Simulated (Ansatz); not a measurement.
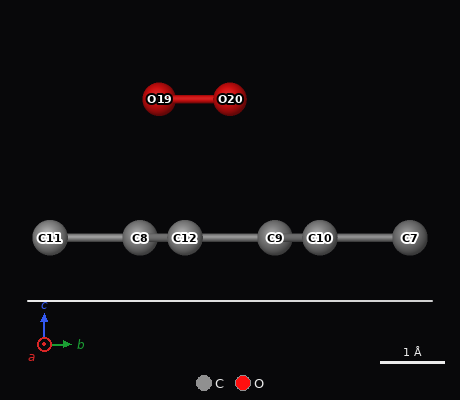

Starting structure of a slab of composition C9O (cut from the R-3m phase). A ball-and-stick model of the cell of the calculation, outlined in the plane, without the vacuum (origin shifted), seen along the a axis.

Case: 1 O2 a cell, flat, over a hollow C-C site. The slab is the (0 0 1) face of C with O2 on it. 1 atoms are held fixed.

All numbers below come from DFT PBE+D3(BJ), scalar-relativistic, plane waves, PAW (Ansatz 0.2.0).

Input
```yaml
crystal:
  lattice:
    - [7.3951485247, 0.0, 0.0]
    - [-3.6975742623, 6.4043864871, 0.0]
    - [0.0, 0.0, 18.0016100066]
  atoms:
    - { symbol: C, position: [0.5555555556, 0.4444444444, 0.4444046948] }
    - { symbol: C, position: [0.5555555556, 0.7777777778, 0.4444046948] }
    - { symbol: C, position: [0.5555555556, 0.1111111111, 0.4444046948] }
    - { symbol: C, position: [0.8888888889, 0.4444444444, 0.4444046948] }
    - { symbol: C, position: [0.8888888889, 0.7777777778, 0.4444046948] }
    - { symbol: C, position: [0.8888888889, 0.1111111111, 0.4444046948] }
    - { symbol: C, position: [0.2222222222, 0.4444444444, 0.4444046948] }
    - { symbol: C, position: [0.2222222222, 0.7777777778, 0.4444046948] }
    - { symbol: C, position: [0.2222222222, 0.1111111111, 0.4444046948] }
    - { symbol: C, position: [0.4444444444, 0.2222222222, 0.4444941315] }
    - { symbol: C, position: [0.4444444444, 0.5555555556, 0.4444941315] }
    - { symbol: C, position: [0.4444444444, 0.8888888889, 0.4444941315] }
    - { symbol: C, position: [0.7777777778, 0.2222222222, 0.4444941315] }
    - { symbol: C, position: [0.7777777778, 0.5555555556, 0.4444941315] }
    - { symbol: C, position: [0.7777777778, 0.8888888889, 0.4444941315] }
    - { symbol: C, position: [0.1111111111, 0.2222222222, 0.4444941315] }
    - { symbol: C, position: [0.1111111111, 0.5555555556, 0.4444941315] }
    - { symbol: C, position: [0.1111111111, 0.8888888889, 0.4444941315] }
    - { symbol: O, position: [-0.1578122629, -0.1748578656, 0.5661499167], spin: 2.0 }
    - { symbol: O, position: [0.0, 0.0, 0.5661499167] }
basis:
  ecutwfc: 420
kpoints:
  mp_grid: { grid: [3, 3, 1] }
hamiltonian:
  xc: pbe
  dispersion: d3bj
scf:
  occupations: { method: gaussian, width: 0.05 }
output:
  forces: true
  eigenvalues: true
  populations: true
  write_density: true
  write_potential: true
  elf: true
  volumetric_format: npy
magnetization:
  spin_polarized: true
relax:
  adjacent_minimum: "off"
  f_tol: 0.04
  max_steps: 100
  constraints: [{ sites: [0] }]
efield:
  axis: 3
  dipole_correction: true
  ramp_width: 0.04
```

Command:
```bash
ansatz run input.yaml --threads 2 --pin off --max-ram 5120MiB --backend cpu --events-out ev --progress --plain --runs-dir out
```

**What does the optimiser find from here?**

The largest moves, 1.13 Å, are those of O19 and O20. O20 goes at 33° to the normal (+c side). By element the largest moves are O 1.13 Å, C 0.01 Å. The cell stays as it was. Near-neighbour distances that change, for instance: O19–O20 1.235 → 1.225 Å. After 11 accepted moves (12 points after the start) the energy has fallen by 0.861 eV per cell of the calculation. Largest force component: 1.6 eV/Å at the start, 0.017 eV/Å at the end. The line search rejected the trial step at point 6 of the run. The run took 15 min on 2 threads of Arm Neoverse V1, with other jobs on the host, peak memory 1.3 GiB.

Step by step:

| step | E − E(0), meV/atom | largest force component, eV/Å | note |
| --- | --- | --- | --- |
| 0 | 0.00 | 1.6446 |  |
| 1 | -23.21 | 0.8359 |  |
| 2 | -34.78 | 0.3723 |  |
| 3 | -39.64 | 0.2030 |  |
| 4 | -41.95 | 0.0956 |  |
| 5 | -42.85 | 0.0972 |  |
| 6 | -42.43 | 1.0727 | rejected |
| 7 | -42.94 | 0.0406 |  |
| 8 | -43.00 | 0.0099 |  |
| 9 | -43.01 | 0.0064 |  |
| 10 | -43.03 | 0.0584 |  |
| 11 | -43.04 | 0.0375 |  |
| 12 | -43.04 | 0.0168 |  |

The end point in the same view:

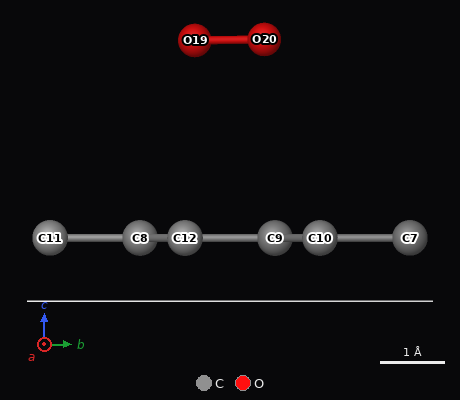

Limits of the set-up: the periodic images lie only 7.4 Å apart, so the values are limited by the cell's size.
